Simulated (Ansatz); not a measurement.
# TiC63: single-point calculation (part 2 of 2)

TiC63 (defect cell, 64 atoms in the cell); DFT PBE, scalar-relativistic, plane waves, PAW, spin-polarised (Ansatz 0.2.0); cutoff 420 eV, 3×3×3 k-mesh, Gaussian smearing of 0.05 eV, collinear spins. The structure derives from an entry of the Crystallography Open Database.

### The program's output, continued
```
--- Forces (eV/Å), atoms counted from 1 ---
  atom   1  Ti     0.00315868     0.00424955     0.02093061
  atom   2  C      0.00155757     0.00118278     0.00171586
  atom   3  C      0.00993007     0.00117609    -0.00292472
  atom   4  C     -0.00007781    -0.00413393     0.00075707
  atom   5  C      0.00914088     0.00994261    -0.00510410
  atom   6  C      0.00389141     0.00091950     0.00191366
  atom   7  C     -0.00298599     0.00024025     0.00509302
  atom   8  C      0.00761402    -0.00290656    -0.00255773
  atom   9  C      0.00508940     0.00484647    -0.00488218
  atom  10  C      0.00077308     0.00144180    -0.00348881
  atom  11  C      0.00078135    -0.00242699    -0.01221235
  atom  12  C     -0.00362461    -0.00142727     0.00628626
  atom  13  C     -0.00038069     0.00178894    -0.00102060
  atom  14  C      0.00650714     0.01076552    -0.00447285
  atom  15  C      0.00586630    -0.00050827    -0.00105579
  atom  16  C     -0.00320660    -0.00296367    -0.00358884
  atom  17  C     -0.00289805    -0.00114162     0.00048761
  atom  18  C     -0.00146681     0.00060783    -0.00048198
  atom  19  C     -0.00351903     0.01184722    -0.00572969
  atom  20  C     -0.00694211     0.00822720    -0.00443984
  atom  21  C      0.00131885    -0.00124397     0.00621252
  atom  22  C     -0.00225655     0.00048893     0.00472574
  atom  23  C      0.00130251    -0.00377404     0.00423639
  atom  24  C     -0.00339769    -0.00205351    -0.00096012
  atom  25  C     -0.00125554    -0.00211301    -0.00153574
  atom  26  C     -0.00168298    -0.00219193    -0.00127984
  atom  27  C      0.00067400     0.00114529     0.00137317
  atom  28  C     -0.00671222     0.00439212     0.00196616
  atom  29  C     -0.00609750    -0.00270679    -0.00177355
  atom  30  C     -0.00409903     0.00058240     0.00167658
  atom  31  C     -0.00349937     0.00578424     0.00095618
  atom  32  C      0.00007997     0.00084008    -0.00339134
  atom  33  C     -0.00258444     0.00048047     0.00282516
  atom  34  C     -0.00682390     0.01858573    -0.00325758
  atom  35  C     -0.01735002    -0.02415825     0.00559117
  atom  36  C      0.00295822    -0.00635479     0.00832049
  atom  37  C      0.00522690     0.00582853    -0.00927563
  atom  38  C     -0.00840358    -0.00552313    -0.00419090
  atom  39  C     -0.00581036    -0.00062064     0.00290560
  atom  40  C     -0.00243169    -0.00047538     0.00102075
  atom  41  C      0.00863230    -0.00520231     0.00096986
  atom  42  C     -0.00438093     0.00353084    -0.00252870
  atom  43  C     -0.00048351    -0.00454757    -0.00434793
  atom  44  C      0.00240610    -0.00167211     0.00226380
  atom  45  C     -0.00392321    -0.00368450    -0.00275914
  atom  46  C     -0.00341502    -0.00331343     0.00161343
  atom  47  C      0.00702809    -0.00125405     0.00714218
  atom  48  C      0.00974403    -0.00316209    -0.01627831
  atom  49  C      0.00350054    -0.00221258     0.00448563
  atom  50  C     -0.00298658     0.00096910     0.00171497
  atom  51  C      0.00023249     0.00113010     0.00246932
  atom  52  C     -0.00243044     0.00067081     0.00936352
  atom  53  C     -0.00090373    -0.00197554    -0.00567900
  atom  54  C      0.00617028    -0.00675568     0.00582664
  atom  55  C      0.00295431    -0.00154474     0.00038152
  atom  56  C     -0.00099829    -0.00158145    -0.00253150
  atom  57  C      0.00718607    -0.00337232    -0.00269190
  atom  58  C     -0.00594243    -0.00438012    -0.00625246
  atom  59  C      0.00729452     0.00138785     0.00370478
  atom  60  C     -0.00388243     0.00283186     0.00246055
  atom  61  C     -0.00179160     0.00160754    -0.00017461
  atom  62  C      0.00021893    -0.00010181     0.00085710
  atom  63  C      0.00787657     0.00042793    -0.00094233
  atom  64  C     -0.00046954     0.00355974    -0.00042419
  max |Σ_I F_I| component: 1.30e-5 eV/Å
--- Band table (eV; the first three rows and the last of 28) ---
  k-point 0 ↑: bands = ["-49.0767", "-25.6635", "-25.5458", "-25.2305", "-12.4212", "-11.8472", "-11.0659", "-10.9391", "-10.9275", "-10.8316", "-10.8214", "-10.7782", "-10.5790", "-10.5715", "-10.5407", "-10.3771", "-10.3711", "-9.4222", "-8.1239", "-8.0955", "-8.0806", "-8.0610", "-8.0328", "-8.0260", "-7.6968", "-7.6617", "-7.6338", "-7.4429", "-7.4318", "-7.1681", "-7.0571", "-7.0477", "-7.0393", "-6.6032", "-6.5915", "-6.0644", "-6.0583", "-6.0515", "-5.9302", "-5.4063", "-5.3609", "-4.2441", "-3.3402", "-3.3341", "-3.3174", "-3.3115", "-3.2515", "-3.2459", "-3.0204", "-3.0088", "-2.9215", "-2.5891", "-2.5708", "-1.8325", "-1.8279", "-1.7246", "-1.7225", "-1.7195", "-1.7153", "-1.6251", "-1.4669", "-1.4249", "-1.3566", "-1.2264", "-0.8228", "-0.7622", "-0.5643", "-0.2207", "-0.2187", "-0.2102", "-0.1649", "-0.1576", "-0.1394", "0.1493", "0.1827", "0.2150", "0.5718", "0.6409", "0.6852", "0.8123", "0.8164", "0.8187", "0.8489", "0.9207", "0.9306", "0.9954", "1.0590", "1.2106", "1.2847", "1.6118", "1.6760", "1.8323", "1.8450", "1.9191", "1.9818", "2.0261", "2.1712", "2.1737", "2.1770", "2.2256", "2.2277", "2.2579", "2.5182", "2.5232", "2.5807", "2.5864", "2.6107", "3.7927", "3.8185", "3.8456", "3.9478", "3.9623", "3.9680", "4.0731", "4.0838", "4.2417", "4.2489", "4.3793", "4.5877", "4.6021", "4.6816", "5.1015", "5.2207", "5.3299", "5.3986", "5.4358", "5.4630", "5.4766", "5.5410", "6.3539", "6.4675", "6.9369", "8.3864", "8.6589", "8.6837", "8.9207", "9.0743", "9.4897", "9.5071", "9.6540", "9.7709", "9.9166", "9.9696", "9.9972", "10.0371", "10.1442", "10.4162", "10.5871", "10.6041", "10.7149", "10.8513", "11.0067", "11.7407", "11.9292", "12.0076"]
  k-point 1 ↑: bands = ["-49.0767", "-25.6635", "-25.5458", "-25.2305", "-12.2577", "-11.7704", "-11.6738", "-11.2393", "-11.2102", "-11.1985", "-10.8196", "-10.5077", "-10.2731", "-10.2421", "-9.8108", "-9.7423", "-9.6552", "-9.3270", "-9.2960", "-9.0320", "-8.8589", "-8.4971", "-8.3397", "-7.9321", "-7.9054", "-7.7540", "-7.4891", "-7.4849", "-7.3737", "-7.3195", "-6.9195", "-6.6378", "-6.6066", "-6.4172", "-6.1977", "-5.5195", "-5.3756", "-5.3699", "-4.7853", "-4.7688", "-4.7251", "-4.6107", "-4.5105", "-4.3612", "-4.1898", "-4.1845", "-4.1301", "-3.6532", "-3.6426", "-2.6211", "-2.4905", "-2.4647", "-2.4003", "-2.2573", "-2.2515", "-2.0662", "-2.0074", "-1.7003", "-1.5565", "-1.2847", "-1.2704", "-1.1595", "-0.9744", "-0.8424", "-0.8395", "-0.6898", "-0.3436", "-0.3078", "-0.2577", "-0.2512", "-0.2475", "0.1630", "0.2977", "0.3303", "0.3325", "0.7184", "0.7394", "0.8040", "0.8068", "0.8160", "0.8502", "0.9585", "0.9799", "1.0875", "1.2410", "1.2773", "1.3014", "1.3059", "1.3305", "1.4422", "1.4613", "1.5023", "1.5824", "1.6614", "1.7710", "1.8952", "1.9300", "2.2065", "2.2078", "2.2600", "2.3557", "2.4543", "2.5483", "2.5946", "2.8856", "2.9172", "3.0285", "3.0996", "3.2150", "3.4666", "3.5898", "3.8169", "3.8942", "3.9114", "3.9855", "4.0690", "4.1626", "4.2518", "4.3677", "4.3966", "4.6648", "4.8017", "5.1628", "5.2247", "5.4415", "5.4634", "5.5580", "5.7409", "6.2368", "6.4628", "6.6519", "7.0756", "8.3157", "8.3247", "8.6711", "8.7888", "9.0607", "9.2633", "9.4261", "9.4870", "9.6828", "9.6900", "9.7539", "9.8273", "9.8854", "10.3847", "10.3916", "10.8030", "11.2558", "11.4611", "11.5721", "11.7928", "11.8702", "12.0961", "12.3003"]
  k-point 2 ↑: bands = ["-49.0767", "-25.6635", "-25.5458", "-25.2305", "-12.2591", "-11.7577", "-11.6882", "-11.2352", "-11.2113", "-11.1917", "-10.8160", "-10.5298", "-10.2728", "-10.2377", "-9.8163", "-9.7390", "-9.6500", "-9.3234", "-9.2937", "-9.0342", "-8.8581", "-8.4892", "-8.3366", "-7.9257", "-7.9187", "-7.7320", "-7.4864", "-7.4807", "-7.4180", "-7.3221", "-6.9015", "-6.6401", "-6.6046", "-6.4393", "-6.1891", "-5.5212", "-5.3754", "-5.3718", "-4.8227", "-4.7608", "-4.7289", "-4.5752", "-4.4922", "-4.3593", "-4.1896", "-4.1850", "-4.1440", "-3.6518", "-3.6128", "-2.6215", "-2.4879", "-2.4732", "-2.3986", "-2.2557", "-2.2541", "-2.0611", "-2.0364", "-1.6980", "-1.5811", "-1.2885", "-1.2678", "-1.1651", "-0.9821", "-0.8410", "-0.8371", "-0.6711", "-0.3480", "-0.2948", "-0.2569", "-0.2447", "-0.2288", "0.1981", "0.2822", "0.3312", "0.3380", "0.6580", "0.7395", "0.7961", "0.8009", "0.8266", "0.8406", "0.9765", "1.0006", "1.1092", "1.2081", "1.2395", "1.2970", "1.3046", "1.3115", "1.4363", "1.4659", "1.5098", "1.5430", "1.7121", "1.7640", "1.8997", "1.9388", "2.2071", "2.2119", "2.3005", "2.4131", "2.4437", "2.5222", "2.6326", "2.8457", "2.8854", "3.0321", "3.0956", "3.2446", "3.5188", "3.5961", "3.7581", "3.8765", "3.9032", "3.9532", "4.0392", "4.1474", "4.2689", "4.3824", "4.4226", "4.7084", "4.7528", "5.2631", "5.3303", "5.3740", "5.4564", "5.5277", "5.8205", "6.1604", "6.3114", "6.5888", "7.1731", "8.2827", "8.3999", "8.7402", "8.8489", "9.0293", "9.1280", "9.2281", "9.5519", "9.6469", "9.7531", "9.7726", "9.9247", "10.0280", "10.3415", "10.5195", "10.5775", "11.3529", "11.4838", "11.5480", "11.7480", "11.9222", "12.0632", "12.2106"]
  k-point 13 ↓: bands = ["-49.0767", "-25.6635", "-25.5458", "-25.2305", "-12.2253", "-11.7788", "-11.7169", "-11.2767", "-11.2260", "-11.1608", "-10.7859", "-10.5179", "-10.2768", "-10.2469", "-9.8047", "-9.7770", "-9.6062", "-9.3055", "-9.2659", "-9.0374", "-8.8930", "-8.5037", "-8.3379", "-7.9058", "-7.9023", "-7.7376", "-7.4990", "-7.4881", "-7.4220", "-7.3281", "-6.9013", "-6.6234", "-6.5889", "-6.4564", "-6.2083", "-5.5293", "-5.3773", "-5.3677", "-4.8157", "-4.7606", "-4.7298", "-4.5820", "-4.4865", "-4.3605", "-4.2062", "-4.1885", "-4.1250", "-3.6468", "-3.6109", "-2.6180", "-2.4887", "-2.4729", "-2.3990", "-2.2565", "-2.2543", "-2.0598", "-2.0347", "-1.6988", "-1.5785", "-1.2756", "-1.2663", "-1.1726", "-0.8419", "-0.8384", "-0.6812", "-0.5294", "-0.3485", "-0.2994", "-0.2710", "-0.2506", "-0.2380", "0.1739", "0.2047", "0.2712", "0.3301", "0.3329", "0.3704", "0.4334", "0.7570", "0.8067", "0.8198", "0.8241", "0.9785", "1.1091", "1.2270", "1.2989", "1.3081", "1.3487", "1.3926", "1.4698", "1.5167", "1.5734", "1.7043", "1.8435", "1.8859", "1.9159", "1.9864", "2.1871", "2.2076", "2.2185", "2.3136", "2.4257", "2.9159", "2.9492", "3.0236", "3.0857", "3.1140", "3.1958", "3.3844", "3.4609", "3.5664", "3.5956", "3.6325", "3.8384", "3.9029", "3.9339", "4.2454", "4.3871", "4.5068", "4.5392", "4.5580", "4.8332", "4.9312", "5.1675", "5.2039", "5.5226", "5.7210", "5.8395", "5.9585", "6.1959", "6.4672", "7.1449", "8.2102", "8.4505", "8.7022", "8.9084", "9.0207", "9.1529", "9.3127", "9.5655", "9.6066", "9.7307", "9.8562", "9.8984", "10.0576", "10.3389", "10.5869", "10.6545", "11.3724", "11.4631", "11.6794", "11.7112", "11.9025", "12.2710", "12.3115"]
--- Löwdin populations: 64 sites ---
  site symbol       q [e]    m [muB]
     0     Ti     10.9881    -0.0000
     1      C      3.9689    -0.0000
     2      C      3.9706    -0.0000
     3      C      3.9675    -0.0000
     4      C      3.9698    -0.0000
     5      C      3.9844    -0.0000
     6      C      3.9561    -0.0000
     7      C      4.0369    -0.0000
     8      C      3.9689    -0.0000
     9      C      3.9550    -0.0000
    10      C      3.9860    -0.0000
    11      C      3.9669    -0.0000
    12      C      3.9622    -0.0000
    13      C      3.9699    -0.0000
    14      C      3.9672    -0.0000
    15      C      3.9612    -0.0000
    16      C      3.9672    -0.0000
    17      C      3.9532    -0.0000
    18      C      3.9903    -0.0000
    19      C      3.9708    -0.0000
    20      C      3.9668    -0.0000
    21      C      3.9623    -0.0000
    22      C      3.9648    -0.0000
    23      C      3.9636    -0.0000
    24      C      3.9739    -0.0000
    25      C      3.9908    -0.0000
    26      C      3.9654    -0.0000
    27      C      3.9731    -0.0000
    28      C      3.9528    -0.0000
    29      C      3.9610    -0.0000
    30      C      3.9651    -0.0000
    31      C      3.9732    -0.0000
    32      C      3.9614     0.0000
    33      C      4.1707     0.0000
    34      C      4.1912     0.0000
    35      C      4.1715     0.0000
    36      C      3.9865     0.0000
    37      C      3.9646     0.0000
    38      C      3.9611     0.0000
    39      C      3.9747     0.0000
    40      C      3.9886     0.0000
    41      C      3.9729     0.0000
    42      C      3.9675     0.0000
    43      C      3.9633     0.0000
    44      C      3.9597     0.0000
    45      C      3.9845     0.0000
    46      C      3.9647     0.0000
    47      C      4.0384     0.0000
    48      C      3.9810     0.0000
    49      C      3.9594     0.0000
    50      C      3.9632     0.0000
    51      C      3.9822     0.0000
    52      C      3.9617     0.0000
    53      C      3.9675     0.0000
    54      C      3.9647     0.0000
    55      C      3.9636     0.0000
    56      C      3.9646     0.0000
    57      C      3.9888     0.0000
    58      C      3.9822     0.0000
    59      C      3.9617     0.0000
    60      C      4.0206     0.0000
    61      C      3.9612     0.0000
    62      C      3.9677     0.0000
    63      C      3.9636     0.0000
  spilling = 0.008149 (of n_electrons = 264.000000)
--- Band densities, each state counted as filled ---
  window                                       electrons  max residual (eV)  cut levels
  e_range: [-0.84, -0.23]            1.518519 + 1.518519             9.1e-7           0
  e_range: [0.23, 0.84]              0.962963 + 0.962963             5.0e-5           0
```

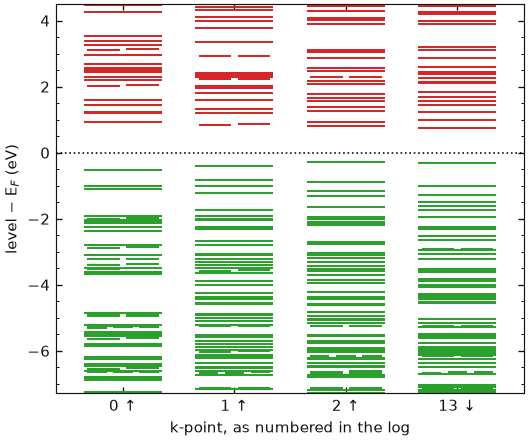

**Figure 1.** Kohn–Sham levels near the Fermi level (dotted) at the few k-points that the log prints; levels within 0.02 eV of each other stand side by side. Among these points the highest filled and lowest empty levels are 1.04 eV apart; the gap on the full mesh, 0.47 eV, has an edge at a point that isn't printed.

### Results in brief

| quantity | value |
| --- | --- |
| outcome | converged |
| electrons treated | 264 |
| free energy | −18303.3299 eV |
| Fermi energy | 7.463 eV |
| gap on the k-point mesh | 0.47 eV |
| net moment of the cell | 0.00 μB |
| integrated absolute moment | 0.00 μB |
| largest force (length of the vector) | 0.030 eV/Å |
| wall time | 24 min (CPU time 1.6 h) |
| peak memory | 3.6 GiB |
